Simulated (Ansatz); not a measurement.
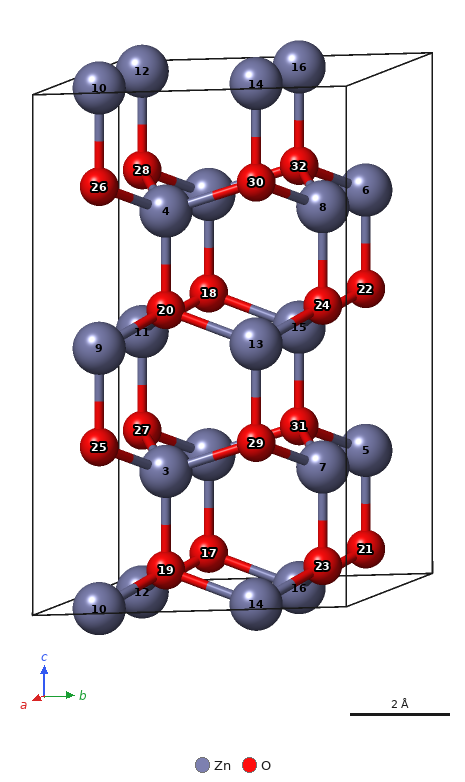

**Figure 1.** The input geometry (ball-and-stick view of the cell of the calculation, seen slightly off an axis; atoms are numbered from 1 in the order of the input).

ZnO: single-point calculation (part 1 of 2)

- system: ZnO (32 atoms in the cell)
- method: DFT PBE, scalar-relativistic, plane waves, PAW, no spin polarisation (Ansatz 0.2.0)

The structure derives from a Materials Project entry. It belongs to a series of runs on one base structure; here: the perfect crystal in a cell of 32 atoms. Figures and captions count atoms from 1; the log counts them from 0 in places.

Log:
```
Engine: ansatz 0.2.0, aarch64-unknown-linux-gnu
Pseudopotentials: kind: paw
Pseudopotential: Zn, paw, valence charge 12, recommended cutoff 420 eV (normal), Zn.paw.azcp
Pseudopotential: O, paw, valence charge 6, recommended cutoff 420 eV (normal), O.paw.azcp
Functional definition: PBE
  parameter kappa = 0.804
  parameter beta = 0.06672455060314922
  exchange = pbe_x(kappa = kappa, mu = beta*pi^2/3)
  correlation = pbe_c(beta = beta)
Crystal: 32 atoms, lattice volume = 394.387 Å³
Basis set: ecut = 420 eV, 7607 PW (Γ), exchange–correlation on 90×90×144 points (8 copies of the dense FFT grid, shifted against one another)
Bands: 176, of which v1, the nominal top of the filled ones, is band 144 counted from 1 (143 counted from 0)
Symmetry: 96 space group operations
Space group: P63mc (ITA 186), of the structure as read, at distance tolerance 7.3e-5 Å
k-points: 3 of 18 (time reversal used)
Non-local potential: Zn, projectors of the file, l = 0: 2, l = 1: 2, l = 2: 3, l = 3: 1
Non-local potential: O, projectors of the file, l = 0: 2, l = 1: 2, l = 2: 1
PAW form: soft (Blöchl's): semilocal exchange-correlation on the pseudo side does not see the compensation charge
PAW one-centre angular grid: Zn, 590 points (default); XC on 64 Gauss nodes
PAW one-centre angular grid: O, 110 points (default); XC on 64 Gauss nodes
Initial density: superposition of atomic densities (neutral atoms: chi_scale 0, normalization atom), corrected by the library's trained network
Initial wavefunctions: pseudopotential atomic-orbital guess
Functional: x = pbe(κ = 0.804, μ = 0.2195149727645171), c = pbe(β = 0.06672455060314922)
SCF iter   1: F=—  HF=-62189.523405 eV  |F-HF|=—  |Δ(HF+E_count)|=         —  Δρ=6.23e-4  dr2=5.01e-4  ethr=1.77e-3  ⟨swp⟩=6.0  Hψ=2026  notcnv=0  defer=4
preconditioner: auto → Resta (q_TF=auto, 2.589 Å⁻¹)  ε∞=7.5  [insulator: Δε(μ)=1.194 eV  Ē_g=12.414 eV  σ=0.020 eV  W_gap=1.00  n_scr=110 (ndim 8)  ℏωp=31.7 eV  f_vac=0.041  D(μ)=0.00/eV (n_scr^D=0)  ε∞_Penn≈7.5]
SCF iter   2: F=—  HF=-62189.534877 eV  |F-HF|=—  |Δ(HF+E_count)|=   1.15e-2  Δρ=4.29e-4  dr2=2.50e-4  ethr=1.74e-7  ⟨swp⟩=3.0  Hψ=1361  notcnv=0  defer=53
SCF iter   3: F=—  HF=-62189.535426 eV  |F-HF|=—  |Δ(HF+E_count)|=   5.49e-4  Δρ=2.53e-4  dr2=1.06e-4  ethr=8.67e-8  ⟨swp⟩=2.0  Hψ=831  notcnv=0  defer=53
SCF iter   4: F=—  HF=-62189.535809 eV  |F-HF|=—  |Δ(HF+E_count)|=   3.83e-4  Δρ=6.30e-5  dr2=1.02e-5  ethr=3.67e-8  ⟨swp⟩=2.0  Hψ=874  notcnv=0  defer=53
SCF iter   5: F=—  HF=-62189.535908 eV  |F-HF|=—  |Δ(HF+E_count)|=   9.92e-5  Δρ=2.03e-5  dr2=1.08e-6  ethr=3.53e-9  ⟨swp⟩=2.3  Hψ=878  notcnv=0  defer=53
SCF iter   6: F=—  HF=-62189.535911 eV  |F-HF|=—  |Δ(HF+E_count)|=   2.96e-6  Δρ=1.42e-5  dr2=5.83e-7  ethr=3.73e-10  ⟨swp⟩=2.0  Hψ=879  notcnv=0  defer=53
SCF iter   7: F=-62189.535911 eV  HF=-62189.535911 eV  |F-HF|=2.16e-8  |Δ(HF+E_count)|=   3.51e-7  Δρ=2.32e-6  dr2=1.46e-8  ethr=3.47e-11  ⟨swp⟩=11.3  Hψ=4205  notcnv=0
SCF 1 converged in 7 iterations: F = -62189.535911 eV  dr2 = 1.46e-8
  greatest PAW one-centre occupation: 0.987 electrons in one spin orbital (limit 2), on the Zn atom at site 7 (counted from 0), in its partial waves of l = 2
SCF converged after 7 iterations
Free energy (F): -62189.535911 eV
Harris-Foulkes:  -62189.535911 eV  (|F-HF|=2.16e-8)
Internal energy: -62189.535911 eV  (E = F + TS)
E sigma→0 (E₀):  -62189.535911 eV
Fermi energy:    7.279383 eV
--- Per-component energies (eV) ---
  E_band       = 407.640685
  E_kinetic    = 4880.392513
  E_local      = -32447.398634  (includes V_loc(G=0)·N_el)
  E_nonlocal   = 10682.089977
  E_hartree    = 13321.976162
  E_xc         = -3354.414241
  E_vxc        = -2311.714871  (∫ρ·V_xc dr)
  E_paw        = -31845.519573  (= ΣΔE_a)
  E_vpaw       = -7039.714857  (= ΣTr[D̂ρ^β])
  E_aug_tail   = 0.033282  (compensation charges beyond the density's cutoff)
  E_ewald      = -23426.695397
  E_smearing   = -0.000000  (= −TS)
  E_closure    = -0.000000  (closes the sum)
  Σ components = -62189.535911   (vs F -62189.535911, Δ=0.00e0)
--- Forces (eV/Å), atoms counted from 1 ---
  atom   1  Zn     0.00000000     0.00000000     0.00161992
  atom   2  Zn     0.00000000     0.00000000     0.00161992
  atom   3  Zn     0.00000000     0.00000000     0.00161992
  atom   4  Zn     0.00000000     0.00000000     0.00161992
  atom   5  Zn     0.00000000     0.00000000     0.00161992
  atom   6  Zn     0.00000000     0.00000000     0.00161992
  atom   7  Zn     0.00000000     0.00000000     0.00161992
  atom   8  Zn     0.00000000     0.00000000     0.00161992
  atom   9  Zn    -0.00000000    -0.00000000     0.00161992
  atom  10  Zn    -0.00000000    -0.00000000     0.00161992
  atom  11  Zn    -0.00000000    -0.00000000     0.00161992
  atom  12  Zn     0.00000000    -0.00000000     0.00161992
  atom  13  Zn    -0.00000000    -0.00000000     0.00161992
  atom  14  Zn    -0.00000000    -0.00000000     0.00161992
  atom  15  Zn    -0.00000000    -0.00000000     0.00161992
  atom  16  Zn    -0.00000000    -0.00000000     0.00161992
  atom  17  O     -0.00000000     0.00000000    -0.00163534
  atom  18  O     -0.00000000     0.00000000    -0.00163534
  atom  19  O     -0.00000000     0.00000000    -0.00163534
  atom  20  O     -0.00000000     0.00000000    -0.00163534
  atom  21  O     -0.00000000     0.00000000    -0.00163534
  atom  22  O     -0.00000000     0.00000000    -0.00163534
  atom  23  O     -0.00000000     0.00000000    -0.00163534
  atom  24  O     -0.00000000     0.00000000    -0.00163534
  atom  25  O      0.00000000    -0.00000000    -0.00163534
  atom  26  O      0.00000000    -0.00000000    -0.00163534
  atom  27  O      0.00000000    -0.00000000    -0.00163534
  atom  28  O      0.00000000    -0.00000000    -0.00163534
  atom  29  O      0.00000000    -0.00000000    -0.00163534
  atom  30  O      0.00000000     0.00000000    -0.00163534
  atom  31  O      0.00000000    -0.00000000    -0.00163534
  atom  32  O      0.00000000    -0.00000000    -0.00163534
  max |Σ_I F_I| component: 2.47e-4 eV/Å
--- Stress (GPa, compression-positive) ---
        0.038327      -0.000000      -0.000000
        0.000000       0.038327       0.000000
        0.000000      -0.000000       0.002895
  P = ⅓ Tr σ = 0.0265 GPa (0.265 kbar)
--- Band table (eV) ---
  k-point 0: bands = ["-11.0686", "-10.8937", "-10.6377", "-10.4503", "-10.4452", "-10.4452", "-10.4452", "-10.3844", "-10.3844", "-10.3844", "-10.3055", "-10.3055", "-10.3055", "-10.2553", "-10.2553", "-10.2553", "0.8430", "0.8430", "0.8430", "0.8944", "0.8944", "0.8944", "0.9568", "0.9568", "0.9568", "1.0164", "1.0410", "1.1478", "1.1478", "1.1478", "1.1684", "1.1684", "1.1784", "1.2017", "1.2017", "1.2587", "1.2701", "1.2701", "1.3359", "1.3359",
      "1.4189", "1.4189", "1.4189", "1.5319", "1.5319", "1.5319", "1.7123", "1.7123", "1.7123", "1.7156", "1.7156", "1.7156", "1.7217", "1.7217", "1.7217", "1.7656", "1.7656", "1.7656", "1.7807", "1.7807", "1.7807", "1.8831", "1.8831", "1.8831", "2.2489", "2.2489", "2.3144", "2.3144", "2.3151", "2.3151", "2.3151", "2.3888", "2.3888", "2.3992", "2.3992", "2.3992", "2.4099", "2.4099", "2.4099", "2.4266",
      "2.4266", "2.4336", "2.4336", "2.4336", "2.4566", "2.4566", "2.4566", "2.4675", "2.4675", "2.4675", "2.5314", "2.5314", "2.5314", "2.5455", "2.5455", "2.5455", "2.8858", "2.9703", "2.9703", "2.9703", "2.9937", "2.9937", "2.9937", "3.0822", "3.0822", "3.0822", "3.2433", "3.2433", "3.2433", "3.8883", "4.1565", "4.1565", "4.1565", "4.6304", "4.6304", "4.6304", "5.0097", "5.0097", "5.0097", "5.0246",
      "5.0246", "5.0246", "5.0815", "5.5313", "5.5313", "5.5313", "5.5326", "5.5326", "5.5326", "5.6071", "5.6071", "5.6071", "5.8719", "5.8719", "5.8719", "5.9896", "5.9896", "6.1958", "6.1958", "6.2570", "6.4833", "6.4833", "6.6829", "6.6829", "7.8757", "9.3403", "10.7610", "11.6906", "12.1292", "12.1292", "12.1292", "12.2583", "12.2583", "12.2583", "12.7671", "12.7671", "12.7671", "13.4491", "13.4491", "13.4491",
      "14.3583", "14.3583", "14.3583", "14.7857", "14.7857", "14.7857", "14.9072", "15.0280", "15.0280", "15.0280", "15.0492", "15.0492", "15.0492", "15.8359", "17.0820", "17.0820"]
```
